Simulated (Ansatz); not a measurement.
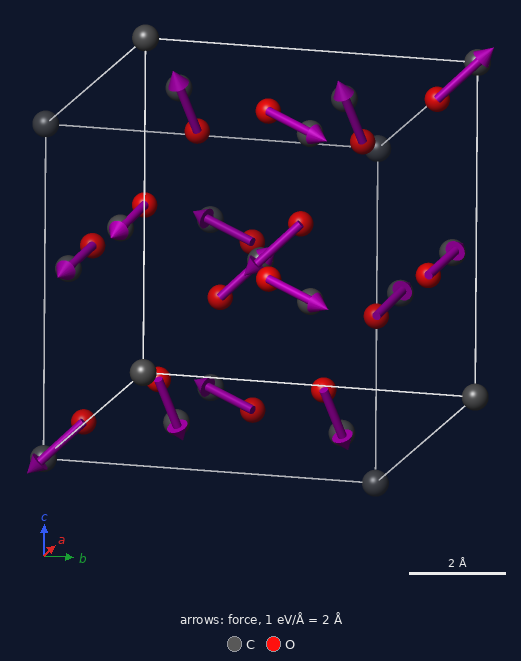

Starting geometry of a crystal of CO₂ (built on the database structure type) with the computed forces as purple arrows. A ball-and-stick model of the cell of the calculation, seen from a free direction.

The calculation used DFT, r2SCAN+rVV10, plane waves, PAW in Ansatz. (plane-wave cutoff 500 eV; k-point mesh 4 × 4 × 4; occupations fermi dirac; smearing width 0.02 eV; no spin polarisation; cell and atoms relaxed; force threshold 0.005 eV/Å)

Question: Is this structure relaxed? If not, where do the atoms go?

Answer: It isn't relaxed: the largest force vector, on O atoms, is 0.82 eV/Å. Measured relative to the changing cell, the final displacements run against the starting forces (cosine between the two patterns −1.00). Over 5 accepted moves (8 points after the start) the energy falls by 10.7 meV per atom. The largest force component goes from 0.82 to 0.0029 eV/Å. The pressure goes from −3.12 to −0.01 GPa. The line search rejected the trial step at point 2 of the run. The SCF was repeated twice at an unchanged geometry on a basis and grid sized afresh for the cell, which shifted the energy by 1.3 meV per atom at most. The largest moves relative to the cell, 0.051 Å, are those of O atoms. By element the largest moves are O 0.051 Å, C 0.003 Å. The drawn cell changes as follows: a = b = c 7.226 → 6.861 Å (−5.0 %); the volume changes by −14.4 %. Among the contacts that change: C–O 1.169 → 1.160 Å. The space group stays R-3c (No. 167).
